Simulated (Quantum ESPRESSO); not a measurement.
**Run report: CuO, band-structure run**

System: CuO (4 atoms in the cell).
Method: Kohn-Sham DFT of a periodic cell, LDA, GBRV 1.5 LDA, no spin polarisation (Quantum ESPRESSO 7.5).

The structure derives from a Materials Project entry.

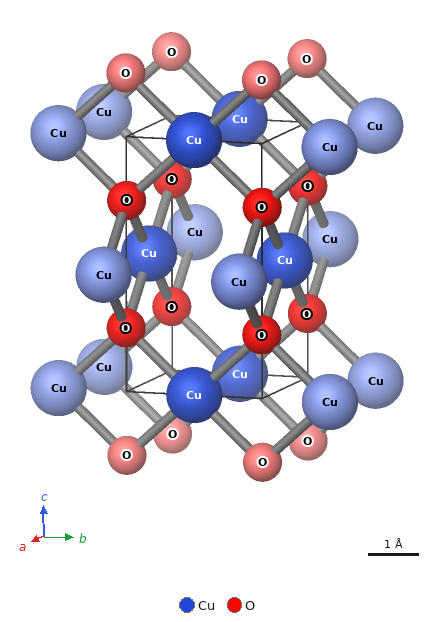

Fig. 1: The input geometry (ball-and-stick view of the cell of the calculation, seen slightly off an axis; neighbours outside the cell are drawn fainter). An atom can appear more than once, as a periodic image. Near neighbours in the periodic cell (some may lie outside the picture): Cu has 4 O at 1.94 Å; O has 4 Cu at 1.94 Å.

## Input
```
&CONTROL
  calculation = 'scf'
  prefix = 'pwscf'
  outdir = './tmp'
  pseudo_dir = './pseudo'
  tprnfor = .true.
  tstress = .true.
  disk_io = 'low'
/
&SYSTEM
  ibrav = 0
  celldm(1) = 8
  nat = 4
  ntyp = 2
  ecutwfc = 56
  ecutrho = 448
  nbnd = 34
  occupations = 'smearing'
  smearing = 'fd'
  degauss = 0.00367493
/
&ELECTRONS
  conv_thr = 8d-10
  electron_maxstep = 120
  mixing_beta = 0.5
/
ATOMIC_SPECIES
Cu    63.5460 cu_lda_v1.2.uspp.F.UPF
O     15.9990 o_lda_v1.2.uspp.F.UPF
CELL_PARAMETERS alat
  0.6801835246709   0.0000000000000   0.0000000000000
  0.0092296014442   0.6801312065874   0.0000000000000
  0.0041326860689   0.0040735174448   1.2227329268788
ATOMIC_POSITIONS crystal
Cu     0.0000000000    0.5000000000    0.0000000000
Cu     0.5000000000    0.0000000000    0.5000000000
O      0.9984239700    0.0016717800    0.7498871000
O      0.0015760300    0.9983282200    0.2501129000
K_POINTS automatic
9 9 5 0 0 0
```

## File bands.in
```
&CONTROL
  calculation = 'bands'
  prefix = 'pwscf'
  outdir = './tmp'
  pseudo_dir = './pseudo'
  disk_io = 'low'
  verbosity = 'high'
/
&SYSTEM
  ibrav = 0
  celldm(1) = 8
  nat = 4
  ntyp = 2
  ecutwfc = 56
  ecutrho = 448
  nbnd = 34
  occupations = 'smearing'
  smearing = 'fd'
  degauss = 0.00367493
/
&ELECTRONS
  conv_thr = 1d-08
  electron_maxstep = 120
  mixing_beta = 0.5
  diago_full_acc = .true.
  startingwfc = 'random'
/
ATOMIC_SPECIES
Cu    63.5460 cu_lda_v1.2.uspp.F.UPF
O     15.9990 o_lda_v1.2.uspp.F.UPF
CELL_PARAMETERS alat
  0.6801835246709   0.0000000000000   0.0000000000000
  0.0092296014442   0.6801312065874   0.0000000000000
  0.0041326860689   0.0040735174448   1.2227329268788
ATOMIC_POSITIONS crystal
Cu     0.0000000000    0.5000000000    0.0000000000
Cu     0.5000000000    0.0000000000    0.5000000000
O      0.9984239700    0.0016717800    0.7498871000
O      0.0015760300    0.9983282200    0.2501129000
K_POINTS crystal
60
 0.0000000000  0.0000000000  0.0000000000 1
 0.0555555556  0.0555555556  0.0000000000 1
 0.1111111111  0.1111111111  0.0000000000 1
 0.1666666667  0.1666666667  0.0000000000 1
 0.2222222222  0.2222222222  0.0000000000 1
 0.2777777778  0.2777777778  0.0000000000 1
 0.3333333333  0.3333333333  0.0000000000 1
 0.3888888889  0.3888888889  0.0000000000 1
 0.4444444444  0.4444444444  0.0000000000 1
 0.5000000000  0.5000000000  0.0000000000 1
 0.5003093515  0.5003093515  0.1646738522 1
 0.5006187031  0.5006187031  0.3293477045 1
 0.5009280546  0.5009280546  0.4940215567 1
 0.5000000000  0.5000000000  0.5000000000 1
 0.5075950467  0.4924049533  0.5000000000 1
 0.4924049533 -0.4924049533  0.5000000000 1
 0.4376932918 -0.4376932918  0.5000000000 1
 0.3829816303 -0.3829816303  0.5000000000 1
 0.3282699688 -0.3282699688  0.5000000000 1
 0.2735583074 -0.2735583074  0.5000000000 1
 0.2188466459 -0.2188466459  0.5000000000 1
 0.1641349844 -0.1641349844  0.5000000000 1
 0.1094233229 -0.1094233229  0.5000000000 1
 0.0547116615 -0.0547116615  0.5000000000 1
 0.0000000000  0.0000000000  0.5000000000 1
 0.0554524384  0.0554524384  0.5006642715 1
 0.1109048768  0.1109048768  0.5013285430 1
 0.1663573151  0.1663573151  0.5019928144 1
 0.2218097535  0.2218097535  0.5026570859 1
 0.2772621919  0.2772621919  0.5033213574 1
 0.3327146303  0.3327146303  0.5039856289 1
 0.3881670687  0.3881670687  0.5046499004 1
 0.4436195070  0.4436195070  0.5053141718 1
 0.4990719454  0.4990719454  0.5059784433 1
 0.5000000000  0.5000000000  0.0000000000 1
 0.5066808622  0.4933191378  0.0000000000 1
 0.4933191378 -0.4933191378  0.0000000000 1
 0.4385059003 -0.4385059003  0.0000000000 1
 0.3836926628 -0.3836926628  0.0000000000 1
 0.3288794252 -0.3288794252  0.0000000000 1
 0.2740661877 -0.2740661877  0.0000000000 1
 0.2192529502 -0.2192529502  0.0000000000 1
 0.1644397126 -0.1644397126  0.0000000000 1
 0.1096264751 -0.1096264751  0.0000000000 1
 0.0548132375 -0.0548132375  0.0000000000 1
 0.0000000000  0.0000000000  0.0000000000 1
 0.0833333333  0.0000000000  0.0000000000 1
 0.1666666667  0.0000000000  0.0000000000 1
 0.2500000000  0.0000000000  0.0000000000 1
 0.3333333333  0.0000000000  0.0000000000 1
 0.4166666667  0.0000000000  0.0000000000 1
 0.5000000000  0.0000000000  0.0000000000 1
 0.5000000000  0.0000000000  0.5000000000 1
 0.4285714286  0.0000000000  0.4285714286 1
 0.3571428571  0.0000000000  0.3571428571 1
 0.2857142857  0.0000000000  0.2857142857 1
 0.2142857143  0.0000000000  0.2142857143 1
 0.1428571429  0.0000000000  0.1428571429 1
 0.0714285714  0.0000000000  0.0714285714 1
 0.0000000000  0.0000000000  0.0000000000 1
```

Machine: 2 threads of Intel Xeon (Sapphire Rapids), 192 GiB of memory available, shared host.

Run as:
```bash
OMP_NUM_THREADS=1 mpirun -n 2 pw.x -nk 2 -in pw.in > pw.out
OMP_NUM_THREADS=1 mpirun -n 2 pw.x -nk 2 -in bands.in > bands.out
```

## The program's output
```
This program is part of the open-source Quantum ESPRESSO suite
     for quantum simulation of materials; please cite
         "P. Giannozzi et al., J. Phys.:Condens. Matter 21 395502 (2009);
         "P. Giannozzi et al., J. Phys.:Condens. Matter 29 465901 (2017);
         "P. Giannozzi et al., J. Chem. Phys. 152 154105 (2020);
          URL
     in publications or presentations arising from this work. More details at

     Message from routine setup:
     using ibrav=0 with symmetry is DISCOURAGED, use correct ibrav instead

     K-points division:     npool     =       2
     Subspace diagonalization in iterative solution of the eigenvalue problem:
     a serial algorithm will be used

     G-vector sticks info
     --------------------
     sticks:   dense  smooth     PW     G-vecs:    dense   smooth      PW
     Sum        1063     525    161                46397    16359    2755

     Using Slab Decomposition

     bravais-lattice index     =            0
     lattice parameter (alat)  =       8.0000  a.u.
     unit-cell volume          =     289.6146 (a.u.)^3
     number of atoms/cell      =            4
     number of atomic types    =            2
     number of electrons       =        50.00
     number of Kohn-Sham states=           34
     kinetic-energy cutoff     =      56.0000  Ry
     charge density cutoff     =     448.0000  Ry
     scf convergence threshold =      8.0E-10
     mixing beta               =       0.5000
     number of iterations used =            8  plain     mixing
     Exchange-correlation= SLA  PZ   NOGX NOGC
                           (   1   1   0   0   0   0   0)

     celldm(1)=   8.000000  celldm(2)=   0.000000  celldm(3)=   0.000000
     celldm(4)=   0.000000  celldm(5)=   0.000000  celldm(6)=   0.000000

     crystal axes: (cart. coord. in units of alat)
               a(1) = (   0.680184   0.000000   0.000000 )
               a(2) = (   0.009230   0.680131   0.000000 )
               a(3) = (   0.004133   0.004074   1.222733 )

     reciprocal axes: (cart. coord. in units 2 pi/alat)
               b(1) = (  1.470191 -0.019951 -0.004903 )
               b(2) = (  0.000000  1.470305 -0.004898 )
               b(3) = (  0.000000  0.000000  0.817840 )

     PseudoPot. # 1 for Cu read from file:
     cu_lda_v1.2.uspp.F.UPF
     Pseudo is Ultrasoft + core correction, Zval = 19.0
     Generated by new atomic code, or converted to UPF format
     Using radial grid of  867 points,  6 beta functions with:
                l(1) =   0
                l(2) =   0
                l(3) =   1
                l(4) =   1
                l(5) =   2
                l(6) =   2
     Q(r) pseudized with  8 coefficients,  rinner =    1.150   1.150   1.150
                                                       1.150   1.150

     PseudoPot. # 2 for O  read from file:
     o_lda_v1.2.uspp.F.UPF
     Pseudo is Ultrasoft + core correction, Zval =  6.0
     Generated by new atomic code, or converted to UPF format
     Using radial grid of  737 points,  5 beta functions with:
                l(1) =   0
                l(2) =   0
                l(3) =   1
                l(4) =   1
                l(5) =   2
     Q(r) pseudized with  8 coefficients,  rinner =    0.900   0.900   0.900
                                                       0.900   0.900

     atomic species   valence    mass     pseudopotential
     Cu               19.00    63.54600     Cu( 1.00)
     O                 6.00    15.99900     O ( 1.00)

      2 Sym. Ops., with inversion, found

   Cartesian axes

     site n.     atom                  positions (alat units)
         1        Cu     tau(   1) = (   0.0046148   0.3400656   0.0000000  )
         2        Cu     tau(   2) = (   0.3421581   0.0020368   0.6113665  )
         3        O      tau(   3) = (   0.6822260   0.0041917   0.9169116  )
         4        O      tau(   4) = (   0.0113198   0.6800130   0.3058213  )

     number of k points=   203  Fermi-Dirac smearing, width (Ry)=  0.0037

     Number of k-points >= 100: set verbosity='high' to print them.

     Dense  grid:    46397 G-vectors     FFT dimensions: (  40,  40,  72)

     Smooth grid:    16359 G-vectors     FFT dimensions: (  25,  25,  48)

     Check: negative core charge=   -0.000002

     Initial potential from superposition of free atoms

     starting charge      48.0000, renormalised to      50.0000
     Starting wfcs are   34 randomized atomic wfcs

     Self-consistent Calculation

     iteration #  1     ecut=    56.00 Ry     beta= 0.50
     Davidson diagonalization with overlap
     ethr =  1.00E-02,  avg # of iterations =  4.5

     total energy              =    -868.54247358 Ry
     estimated scf accuracy    <       5.53083046 Ry

     iteration #  2     ecut=    56.00 Ry     beta= 0.50
     Davidson diagonalization with overlap
     ethr =  1.00E-02,  avg # of iterations =  3.0

     total energy              =    -870.56860925 Ry
     estimated scf accuracy    <      10.12529461 Ry

     iteration #  3     ecut=    56.00 Ry     beta= 0.50
     Davidson diagonalization with overlap
     ethr =  1.00E-02,  avg # of iterations =  2.0

     total energy              =    -871.51801279 Ry
     estimated scf accuracy    <       0.47309724 Ry

     iteration #  4     ecut=    56.00 Ry     beta= 0.50
     Davidson diagonalization with overlap
     ethr =  9.46E-04,  avg # of iterations =  2.1

     total energy              =    -871.56390638 Ry
     estimated scf accuracy    <       0.06132364 Ry

     iteration #  5     ecut=    56.00 Ry     beta= 0.50
     Davidson diagonalization with overlap
     ethr =  1.23E-04,  avg # of iterations =  2.2

     total energy              =    -871.55959768 Ry
     estimated scf accuracy    <       0.03521056 Ry

     iteration #  6     ecut=    56.00 Ry     beta= 0.50
     Davidson diagonalization with overlap
     ethr =  7.04E-05,  avg # of iterations =  1.7

     total energy              =    -871.55863431 Ry
     estimated scf accuracy    <       0.01243973 Ry

     iteration #  7     ecut=    56.00 Ry     beta= 0.50
     Davidson diagonalization with overlap
     ethr =  2.49E-05,  avg # of iterations =  2.6

     total energy              =    -871.55763563 Ry
     estimated scf accuracy    <       0.00680665 Ry

     iteration #  8     ecut=    56.00 Ry     beta= 0.50
     Davidson diagonalization with overlap
     ethr =  1.36E-05,  avg # of iterations =  2.3

     total energy              =    -871.55829208 Ry
     estimated scf accuracy    <       0.00027344 Ry

     iteration #  9     ecut=    56.00 Ry     beta= 0.50
     Davidson diagonalization with overlap
     ethr =  5.47E-07,  avg # of iterations =  4.0

     total energy              =    -871.55836047 Ry
     estimated scf accuracy    <       0.00103902 Ry

     iteration # 10     ecut=    56.00 Ry     beta= 0.50
     Davidson diagonalization with overlap
     ethr =  5.47E-07,  avg # of iterations =  2.0

     total energy              =    -871.55835769 Ry
     estimated scf accuracy    <       0.00020610 Ry

     iteration # 11     ecut=    56.00 Ry     beta= 0.50
     Davidson diagonalization with overlap
     ethr =  4.12E-07,  avg # of iterations =  2.0

     total energy              =    -871.55837455 Ry
     estimated scf accuracy    <       0.00001273 Ry

     iteration # 12     ecut=    56.00 Ry     beta= 0.50
     Davidson diagonalization with overlap
     ethr =  2.55E-08,  avg # of iterations =  2.3

     total energy              =    -871.55837720 Ry
     estimated scf accuracy    <       0.00000046 Ry

     iteration # 13     ecut=    56.00 Ry     beta= 0.50
     Davidson diagonalization with overlap
     ethr =  9.23E-10,  avg # of iterations =  2.9

     total energy              =    -871.55837727 Ry
     estimated scf accuracy    <       0.00000008 Ry

     iteration # 14     ecut=    56.00 Ry     beta= 0.50
     Davidson diagonalization with overlap
     ethr =  1.57E-10,  avg # of iterations =  2.0

     total energy              =    -871.55837727 Ry
     estimated scf accuracy    <       0.00000002 Ry

     iteration # 15     ecut=    56.00 Ry     beta= 0.50
     Davidson diagonalization with overlap
     ethr =  4.08E-11,  avg # of iterations =  2.0

     total energy              =    -871.55837727 Ry
     estimated scf accuracy    <          2.4E-09 Ry

     iteration # 16     ecut=    56.00 Ry     beta= 0.50
     Davidson diagonalization with overlap
     ethr =  4.82E-12,  avg # of iterations =  2.2

     End of self-consistent calculation

     Number of k-points >= 100: set verbosity='high' to print the bands.

     the Fermi energy is    10.6198 ev

!    total energy              =    -871.55837727 Ry
     estimated scf accuracy    <          6.0E-12 Ry
     smearing contrib. (-TS)   =      -0.00141635 Ry
     internal energy E=F+TS    =    -871.55696092 Ry

     The total energy is F=E-TS. E is the sum of the following terms:
     one-electron contribution =    -647.25346709 Ry
     hartree contribution      =     348.14265463 Ry
     xc contribution           =     -90.61121828 Ry
     ewald contribution        =    -481.83493019 Ry

     convergence has been achieved in  16 iterations

     Forces acting on atoms (cartesian axes, Ry/au):

     atom    1 type  1   force =     0.00000000    0.00000000    0.00000000
     atom    2 type  1   force =     0.00000000    0.00000000    0.00000000
     atom    3 type  2   force =     0.00027025   -0.00032755    0.00035916
     atom    4 type  2   force =    -0.00027025    0.00032755   -0.00035916

     Total force =     0.000787     Total SCF correction =     0.000002

     Computing stress (Cartesian axis) and pressure

          total   stress  (Ry/bohr**3)                   (kbar)     P=      -76.13
  -0.00039585  -0.00000950  -0.00000211          -58.23       -1.40       -0.31
  -0.00000950  -0.00039821  -0.00000135           -1.40      -58.58       -0.20
  -0.00000211  -0.00000135  -0.00075851           -0.31       -0.20     -111.58

=------------------------------------------------------------------------------=
   JOB DONE.
=------------------------------------------------------------------------------=
```

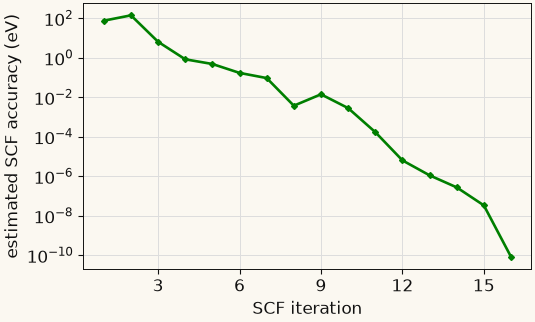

Fig. 2: Convergence of the self-consistent field: estimated SCF accuracy against the iteration. The field takes 16 iterations in all.

## Results in brief

```tsv
quantity	value
outcome	converged
space group (tolerance 0.01 Å)	C2/c (15)
electrons treated	50
free energy	−11858.1558 eV
gap on the k-point mesh	none (metallic)
pressure	−7.61 GPa
largest force (length of the vector)	0.014 eV/Å
wall time	3 min (CPU time 6 min)
peak memory	0.5 GiB
```

The run has no spin polarisation, so a magnetic state may lie lower.
